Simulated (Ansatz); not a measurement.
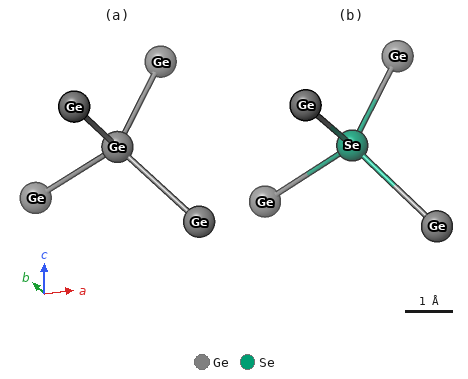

Left: perfect Ge. Right: the same region with one point defect, after relaxing the atoms in a supercell of 64 sites. The picture is a ball-and-stick view of the atoms within 3.3 Å of one point, seen slightly off an axis.

Computed with DFT, PBEsol, PAW, plane waves in Ansatz. (plane-wave cutoff 420 eV; k-point mesh 1 × 1 × 1; mesh shifted by (0.25, 0.25, 0.25); no spin polarisation) Fermi-Dirac smearing of 0.01 eV. A uniform background neutralises the charged cell. The axes drawn are those of the host's conventional cell.

### What kind of defect was made?

A germanium atom is replaced by selenium.

The charge state of the cell is +2.

### What does the relaxation do around it?

In the host the Ge atom has 4 Ge at 2.46 Å; the Se atom ends with 4 Ge at 2.57 to 2.62 Å. Of the host's atoms, a germanium atom moves furthest from its site, by 0.16 Å.

Limits of the set-up: the cell is charged, on a uniform background, and energies carry no finite-size correction.
